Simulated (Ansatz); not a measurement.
# Single-point calculation of Si

System: Si (slab, 16 atoms in the cell).
Method: DFT PBE, scalar-relativistic, plane waves, PAW, PAW set soft_1, no spin polarisation (Ansatz 0.2.0).

The structure derives from an entry of the Crystallography Open Database. Figures and captions count atoms from 1; the log counts them from 0 in places.

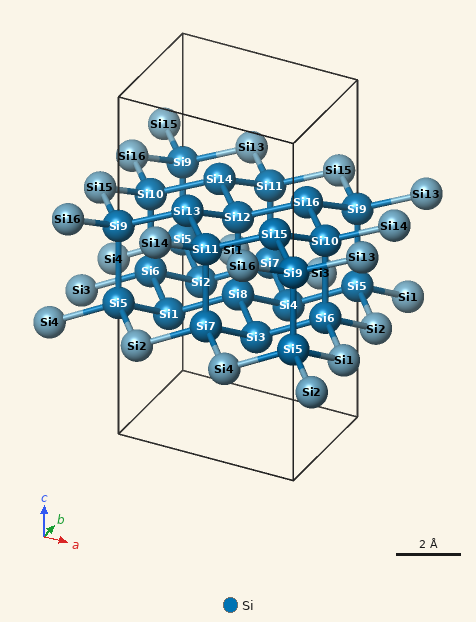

Fig. 1: The input geometry (ball-and-stick view of the cell of the calculation, with the vacuum cut short, seen slightly off an axis; neighbours outside the cell are drawn fainter; atoms are numbered from 1 in the order of the input). An atom can appear more than once, as a periodic image. Near neighbours in the periodic cell (some may lie outside the picture): Si has 3 Si at 2.33 to 2.37 Å; Si has 4 Si at 2.33 to 2.50 Å.

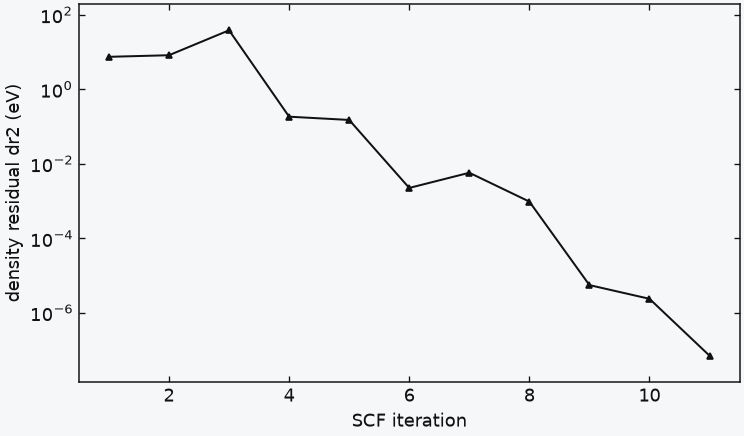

Fig. 2: Convergence of the self-consistent field: density residual dr2 against the SCF iteration. The residual falls unevenly and jumps up by a factor of two or more 2 times on the way down.

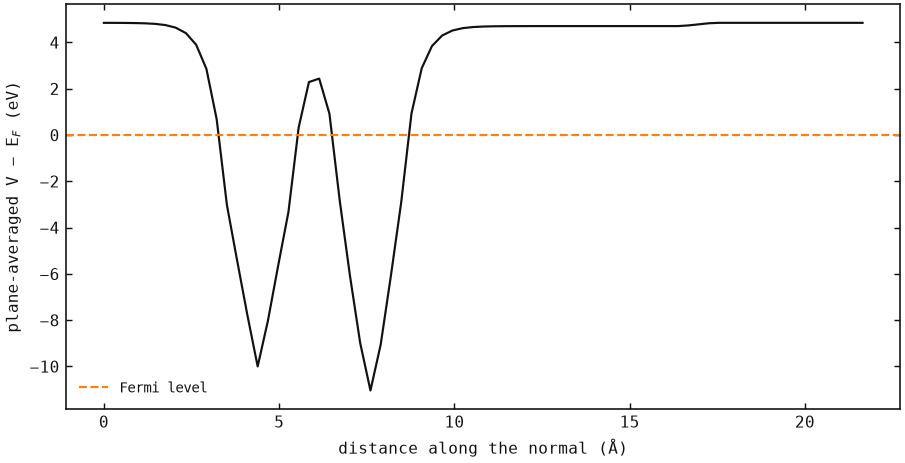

Fig. 3: Plane average of the electrostatic potential energy of an electron across the cell, from the Fermi level. The vacuum level lies 4.70 eV above the Fermi level on the upper side and 4.85 eV on the lower.

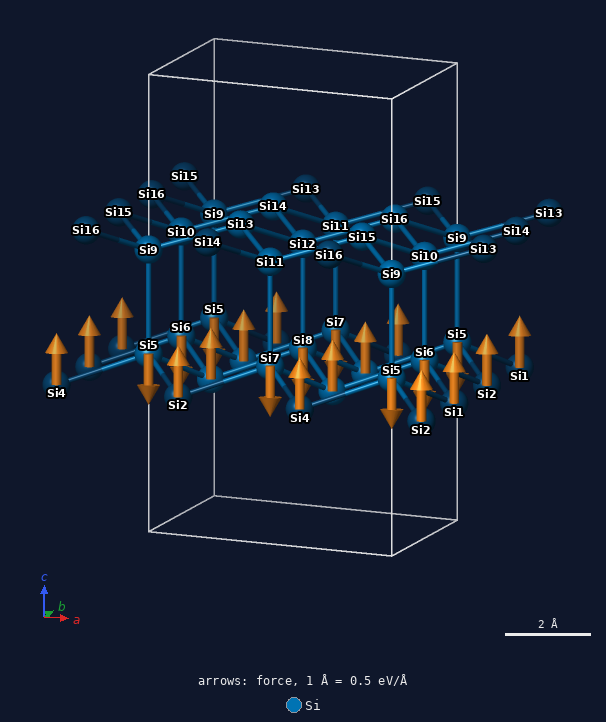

Fig. 4: Forces on the atoms as orange arrows (ball-and-stick view of the cell of the calculation, with the vacuum cut short, seen slightly off an axis; neighbours outside the cell are drawn fainter; atoms are numbered from 1 in the order of the input); the smallest are left out. The largest act on Si1, Si2, Si3, Si4 (0.62 eV/Å); Si5, Si6, Si7, Si8 (0.61 eV/Å). The geometry is not a stationary point of this energy.

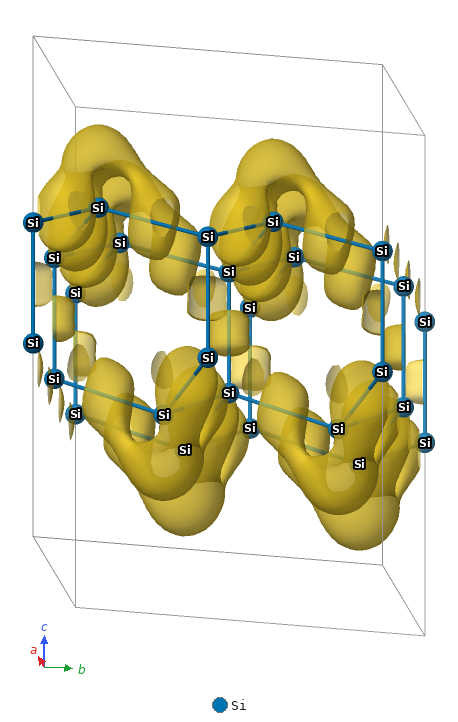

Fig. 5: Isosurface of the electron localisation function at 0.8 (yellow), seen at an oblique angle. Only the valence region is drawn (cores and ρ < 0.01 e/Å³ removed). Sticks mark near contacts. Profiles from the grid: Si–Si (2.33 Å): the ELF peaks at about 0.95 between the atoms, which marks localised, shared-pair bonding. Si–Si (2.37 Å): the ELF peaks at about 0.95 between the atoms, which marks localised, shared-pair bonding. In a PAW calculation such maps are meaningful between the atoms, not at the nuclei.

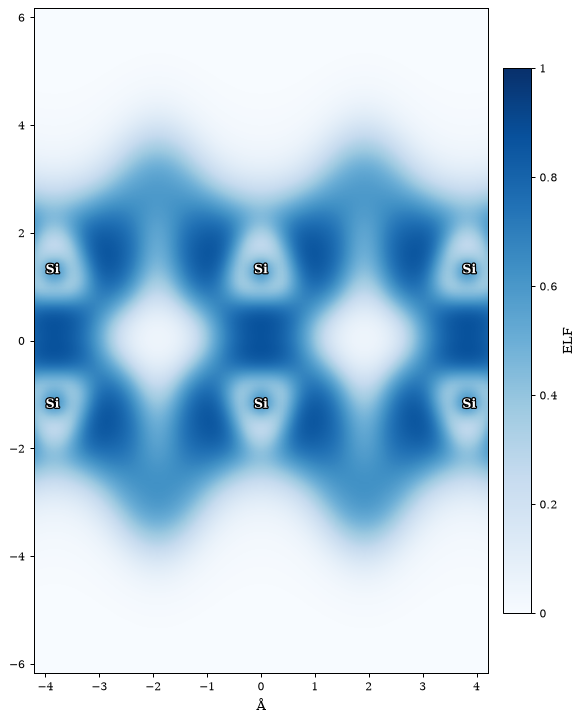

Fig. 6: ELF on the (100) plane of the calculation cell, a cut from vacuum to vacuum. The section cuts through Si sites. Si–Si (2.50 Å): the ELF peaks at about 0.85 between the atoms, which marks a covalent bond.

The input that produced these results follows, with the program's output.

Input
```yaml
crystal:
  lattice:
    - [7.7350710963, 0.0, 0.0]
    - [-3.8675355481, 6.6987680695, 0.0]
    - [0.0, 0.0, 21.9372968034]
  atoms:
    - { symbol: Si, position: [0.1666666667, 0.3333333333, 0.1823378712] }
    - { symbol: Si, position: [0.1666666667, 0.8333333333, 0.1823378712] }
    - { symbol: Si, position: [0.6666666667, 0.3333333333, 0.1823378712] }
    - { symbol: Si, position: [0.6666666667, 0.8333333333, 0.1823378712] }
    - { symbol: Si, position: [0.0, 0.0, 0.2183248661] }
    - { symbol: Si, position: [0.0, 0.5, 0.2183248661] }
    - { symbol: Si, position: [0.5, 0.0, 0.2183248661] }
    - { symbol: Si, position: [0.5, 0.5, 0.2183248661] }
    - { symbol: Si, position: [0.0, 0.0, 0.3321460403] }
    - { symbol: Si, position: [0.0, 0.5, 0.3321460403] }
    - { symbol: Si, position: [0.5, 0.0, 0.3321460403] }
    - { symbol: Si, position: [0.5, 0.5, 0.3321460403] }
    - { symbol: Si, position: [0.3333333333, 0.1666666667, 0.3618174506] }
    - { symbol: Si, position: [0.3333333333, 0.6666666667, 0.3618174506] }
    - { symbol: Si, position: [0.8333333333, 0.1666666667, 0.3618174506] }
    - { symbol: Si, position: [0.8333333333, 0.6666666667, 0.3618174506] }
basis:
  ecutwfc: 420
kpoints:
  mp_grid: { grid: [6, 6, 1] }
hamiltonian:
  xc: pbe
  pseudopotentials: { kind: paw, azcp: { folder: soft_1 } }
scf:
  occupations: { method: gaussian, width: 0.05 }
output:
  forces: true
  eigenvalues: true
  write_density: true
  write_potential: true
  elf: true
  volumetric_format: npy
efield:
  axis: 3
  dipole_correction: true
  ramp_width: 0.04
```

Run as:
```bash
ansatz run input.yaml --threads 1 --pin off --max-ram 3072MiB --backend cpu --events-out ev --progress --plain --runs-dir out
```

The program's output
```
Engine: ansatz 0.2.0, aarch64-unknown-linux-gnu
Pseudopotentials: kind: paw
Pseudopotential: Si, paw, valence charge 4, recommended cutoff 420 eV (normal), [file]
Functional definition: PBE
  parameter kappa = 0.804
  parameter beta = 0.06672455060314922
  exchange = pbe_x(kappa = kappa, mu = beta*pi^2/3)
  correlation = pbe_c(beta = beta)
Crystal: 16 atoms, lattice volume = 1136.691 Å³
Basis set: ecut = 420 eV, 22183 PW (Γ), exchange–correlation on 108×108×300 points (8 copies of the dense FFT grid, shifted against one another)
Bands: 48, of which v1, the nominal top of the filled ones, is band 32 counted from 1 (31 counted from 0)
Symmetry: 24 space group operations
Space group: P3m1 (ITA 156), of the structure as read, at distance tolerance 1.0e-4 Å
k-points: 7 of 36 (time reversal used)
Non-local potential: Si, projectors of the file, l = 0: 2, l = 1: 2, l = 2: 1
PAW form: soft (Blöchl's): semilocal exchange-correlation on the pseudo side does not see the compensation charge
PAW one-centre angular grid: Si, 110 points (default); XC on 64 Gauss nodes
Initial density: superposition of atomic densities (neutral atoms: chi_scale 0, normalization atom)
Initial wavefunctions: pseudopotential atomic-orbital guess
Functional: x = pbe(κ = 0.804, μ = 0.2195149727645171), c = pbe(β = 0.06672455060314922)
SCF iter   1: F=—  HF=-10166.585871 eV  |F-HF|=—  |Δ(HF+E_count)|=         —  Δρ=2.24e-2  dr2=7.54e0  ethr=3.10e-3  p=-0.000 e·Å  D=-2.52e-8 V/Å  ΔV_dip=0.00 eV  dr2_dipole=1.17e-1  V_vac-E_F(+/−)=6.14/6.14 eV  ⟨swp⟩=9.9  Hψ=2112  notcnv=0  defer=10
efield: sawtooth ramp at fractional position 0.7521 (placed from the atoms, in the widest stretch of the axis that holds none; the zero of the levels goes with the place), width 0.0400; the density the first Hamiltonian is built on has a dipole p = -0.000 e·Å; the dipole correction subtracts the counter field D = -2.52e-8 V/Å, which shifts the + side's vacuum level by +0.00 eV against the − side's; the planar-averaged density in the ramp window peaks in size at 1.0e-7 e/Å³
preconditioner: auto → LDOS  [insulator: Δε(μ)=0.110 eV  Ē_g=7.300 eV  σ=0.050 eV  W_gap=0.68  n_scr=82 (ndim 8)  ℏωp=8.8 eV  f_vac=0.596  D(μ)=3.85/eV (n_scr^D=4)  ε∞_Penn≈2.5  β→1.0]
SCF iter   2: F=—  HF=-10165.355235 eV  |F-HF|=—  |Δ(HF+E_count)|=    1.23e0  Δρ=8.59e-3  dr2=8.32e0  ethr=3.10e-3  p=0.348 e·Å  D=5.55e-2 V/Å  ΔV_dip=-1.22 eV  dr2_dipole=2.88e0  V_vac-E_F(+/−)=3.67/4.89 eV  ⟨swp⟩=4.3  Hψ=780  notcnv=0  defer=66
SCF iter   3: F=—  HF=-10167.784856 eV  |F-HF|=—  |Δ(HF+E_count)|=    2.43e0  Δρ=1.53e-2  dr2=3.89e1  ethr=3.10e-3  p=-0.675 e·Å  D=-1.07e-1 V/Å  ΔV_dip=2.36 eV  dr2_dipole=1.45e1  V_vac-E_F(+/−)=6.20/3.85 eV  ⟨swp⟩=5.9  Hψ=790  notcnv=0  defer=63  recentre
SCF iter   4: F=—  HF=-10164.682290 eV  |F-HF|=—  |Δ(HF+E_count)|=    3.10e0  Δρ=1.68e-3  dr2=1.86e-1  ethr=3.10e-3  p=0.027 e·Å  D=4.34e-3 V/Å  ΔV_dip=-0.10 eV  dr2_dipole=5.50e-2  V_vac-E_F(+/−)=4.84/4.94 eV  ⟨swp⟩=4.1  Hψ=793  notcnv=0  defer=77
SCF iter   5: F=—  HF=-10164.691015 eV  |F-HF|=—  |Δ(HF+E_count)|=   8.73e-3  Δρ=1.05e-3  dr2=1.52e-1  ethr=2.90e-4  p=0.076 e·Å  D=1.22e-2 V/Å  ΔV_dip=-0.27 eV  dr2_dipole=5.85e-2  V_vac-E_F(+/−)=4.67/4.94 eV  ⟨swp⟩=2.3  Hψ=396  notcnv=0  defer=77
SCF iter   6: F=—  HF=-10164.687069 eV  |F-HF|=—  |Δ(HF+E_count)|=   3.95e-3  Δρ=2.55e-4  dr2=2.27e-3  ethr=2.37e-4  p=0.048 e·Å  D=7.62e-3 V/Å  ΔV_dip=-0.17 eV  dr2_dipole=5.70e-4  V_vac-E_F(+/−)=4.71/4.88 eV  ⟨swp⟩=1.0  Hψ=259  notcnv=0  defer=77
SCF iter   7: F=—  HF=-10164.687304 eV  |F-HF|=—  |Δ(HF+E_count)|=   2.35e-4  Δρ=2.71e-4  dr2=5.81e-3  ethr=3.55e-6  p=0.038 e·Å  D=6.09e-3 V/Å  ΔV_dip=-0.13 eV  dr2_dipole=1.82e-3  V_vac-E_F(+/−)=4.72/4.86 eV  ⟨swp⟩=2.0  Hψ=440  notcnv=0  defer=77
SCF iter   8: F=—  HF=-10164.687167 eV  |F-HF|=—  |Δ(HF+E_count)|=   1.37e-4  Δρ=1.11e-4  dr2=9.75e-4  ethr=3.55e-6  p=0.040 e·Å  D=6.35e-3 V/Å  ΔV_dip=-0.14 eV  dr2_dipole=2.89e-4  V_vac-E_F(+/−)=4.71/4.85 eV  ⟨swp⟩=1.0  Hψ=259  notcnv=0  defer=77
SCF iter   9: F=—  HF=-10164.687148 eV  |F-HF|=—  |Δ(HF+E_count)|=   1.87e-5  Δρ=1.15e-5  dr2=5.58e-6  ethr=1.52e-6  p=0.041 e·Å  D=6.45e-3 V/Å  ΔV_dip=-0.14 eV  dr2_dipole=1.64e-8  V_vac-E_F(+/−)=4.71/4.85 eV  ⟨swp⟩=1.0  Hψ=259  notcnv=0  defer=77
SCF iter  10: F=—  HF=-10164.687019 eV  |F-HF|=—  |Δ(HF+E_count)|=   1.29e-4  Δρ=5.95e-6  dr2=2.39e-6  ethr=8.71e-9  p=0.040 e·Å  D=6.39e-3 V/Å  ΔV_dip=-0.14 eV  dr2_dipole=8.01e-7  V_vac-E_F(+/−)=4.70/4.84 eV  ⟨swp⟩=2.9  Hψ=591  notcnv=0  defer=77
SCF iter  11: F=-10164.687019 eV  HF=-10164.687019 eV  |F-HF|=3.72e-8  |Δ(HF+E_count)|=   8.07e-9  Δρ=1.74e-6  dr2=7.08e-8  ethr=1.56e-10  p=0.040 e·Å  D=6.40e-3 V/Å  ΔV_dip=-0.14 eV  dr2_dipole=2.54e-9  V_vac-E_F(+/−)=4.70/4.84 eV  ⟨swp⟩=26.3  Hψ=4023  notcnv=0
SCF 1 converged in 11 iterations: F = -10164.687019 eV  dr2 = 7.08e-8
  greatest PAW one-centre occupation: 0.658 electrons in one spin orbital (limit 2), on the Si atom at site 3 (counted from 0), in its partial waves of l = 0
SCF converged after 11 iterations
Free energy (F): -10164.687019 eV
Harris-Foulkes:  -10164.687019 eV  (|F-HF|=3.72e-8)
Internal energy: -10164.678402 eV  (E = F + TS)
E sigma→0 (E₀):  -10164.682711 eV
Entropy (-TS):   -0.008617 eV (-0.539 meV/atom)
Fermi energy:    -1.677781 eV
Dipole field:    D = 0.006430 V/Å  (p = 0.040392 e·Å, saw-weighted, corrected)
Work function:   Φ+ = 4.7040 eV   Φ− = 4.8450 eV
Levels:          The Fermi level and band energies are counted from a zero that moves with the ramp; work functions are not
--- Per-component energies (eV) ---
  E_band       = -406.000609
  E_kinetic    = 626.385272
  E_local      = -14123.053771  (includes V_loc(G=0)·N_el)
  E_nonlocal   = 363.459047
  E_hartree    = 6747.368881
  E_xc         = -890.232011
  E_vxc        = -745.652937  (∫ρ·V_xc dr)
  E_paw        = -8181.286225  (= ΣΔE_a)
  E_vpaw       = -21.852395  (= ΣTr[D̂ρ^β])
  E_aug_tail   = 0.000638  (compensation charges beyond the density's cutoff)
  E_efield     = 0.000130  (sawtooth field / dipole correction)
  E_vefield    = -0.013994  (∫n·V_field dr)
  E_ewald      = 5292.679637
  E_smearing   = -0.008617  (= −TS)
  E_closure    = 0.000000  (closes the sum)
  Σ components = -10164.687019   (vs F -10164.687019, Δ=0.00e0)
--- Forces (eV/Å), atoms counted from 1 ---
  atom   1  Si    -0.00000000    -0.00000000     0.61909893
  atom   2  Si    -0.00000000    -0.00000000     0.61909893
  atom   3  Si    -0.00000000    -0.00000000     0.61909893
  atom   4  Si    -0.00000000    -0.00000000     0.61909893
  atom   5  Si     0.00000000     0.00000000    -0.61117017
  atom   6  Si     0.00000000     0.00000000    -0.61117017
  atom   7  Si     0.00000000     0.00000000    -0.61117017
  atom   8  Si     0.00000000     0.00000000    -0.61117017
  atom   9  Si    -0.00000000    -0.00000000    -0.01201950
  atom  10  Si    -0.00000000    -0.00000000    -0.01201950
  atom  11  Si    -0.00000000    -0.00000000    -0.01201950
  atom  12  Si    -0.00000000    -0.00000000    -0.01201950
  atom  13  Si     0.00000000     0.00000000     0.00416215
  atom  14  Si    -0.00000000     0.00000000     0.00416215
  atom  15  Si    -0.00000000     0.00000000     0.00416215
  atom  16  Si    -0.00000000     0.00000000     0.00416215
  max |Σ_I F_I| component: 2.86e-4 eV/Å
--- Band table (eV; the first three rows and the last of 7) ---
  k-point 0: bands = ["-12.9241", "-11.7842", "-10.7573", "-10.7573", "-10.7573", "-9.8065", "-9.8065", "-9.8065", "-8.5527", "-8.5527", "-8.5527", "-8.1809", "-8.1809", "-8.1809", "-6.6456", "-4.3649", "-4.3649", "-4.3649", "-4.1314", "-4.1314", "-4.1314", "-3.2626", "-3.2626", "-3.2626", "-3.1808", "-2.7186", "-2.7186", "-2.7186", "-2.6492", "-2.6492", "-1.9215", "-1.9215", "-1.0157", "-1.0157", "-1.0157", "-0.5008", "-0.3663", "-0.3663", "-0.3663", "0.3878", "0.3878", "0.3878", "0.5225", "0.8392", "0.8392", "0.8392", "0.9763", "1.4972"]
  k-point 1: bands = ["-12.8443", "-11.7040", "-11.1133", "-10.8088", "-10.8088", "-10.0171", "-9.7870", "-9.7870", "-8.5627", "-8.5627", "-8.3686", "-7.9659", "-7.9659", "-7.5476", "-6.6099", "-4.5941", "-4.5941", "-4.5771", "-4.2584", "-4.2584", "-4.0645", "-3.7255", "-3.7255", "-3.3160", "-3.1978", "-3.1597", "-2.8139", "-2.4846", "-2.4786", "-2.4624", "-2.4624", "-2.0497", "-1.2149", "-1.0633", "-1.0633", "-0.3613", "-0.2868", "0.1184", "0.1184", "0.4855", "0.8241", "0.8463", "0.8463", "1.0517", "1.0517", "1.1715", "1.2357", "1.6600"]
  k-point 2: bands = ["-12.6068", "-11.7000", "-11.4656", "-10.8960", "-10.8960", "-10.5609", "-9.7828", "-9.7828", "-8.4449", "-8.4449", "-7.5997", "-7.5997", "-7.5724", "-6.5599", "-6.5176", "-5.0845", "-5.0845", "-4.8994", "-4.5173", "-4.5173", "-4.4311", "-4.2585", "-4.2585", "-3.8685", "-3.8621", "-3.1772", "-3.0087", "-2.7603", "-2.3620", "-2.2524", "-2.0726", "-2.0726", "-1.3242", "-1.3055", "-1.3055", "-0.4852", "-0.0235", "0.6827", "0.7223", "1.1010", "1.1418", "1.1418", "1.4015", "1.4015", "1.8799", "2.1715", "2.1715", "2.3454"]
  k-point 6: bands = ["-11.9900", "-11.9900", "-11.9900", "-10.8463", "-10.8463", "-10.8463", "-10.1188", "-9.2231", "-8.8259", "-8.3887", "-7.0095", "-7.0095", "-7.0095", "-5.8311", "-5.7625", "-5.7625", "-5.7625", "-5.4101", "-4.8941", "-4.8941", "-4.8941", "-4.1473", "-4.1473", "-4.1473", "-3.8935", "-3.5952", "-3.5952", "-3.5952", "-2.2700", "-2.2700", "-2.2700", "-1.8244", "-1.7711", "-0.8722", "-0.8722", "-0.8722", "1.4151", "1.5978", "1.5978", "1.5978", "1.9388", "1.9388", "1.9388", "2.2276", "2.2629", "2.2629", "2.2629", "2.2672"]
```

Key numbers

```tsv
quantity	value
outcome	converged
electrons treated	64
free energy	−10164.6870 eV
work function, top face	4.70 eV
work function, bottom face	4.85 eV
Fermi energy	−1.678 eV
gap on the k-point mesh	none (metallic)
work function (upper face)	4.70 eV
largest force (length of the vector)	0.619 eV/Å
hardware	1 thread of Arm Neoverse V1, 24 GiB of memory available, shared host
wall time	59 s
peak memory	0.97 GiB
```
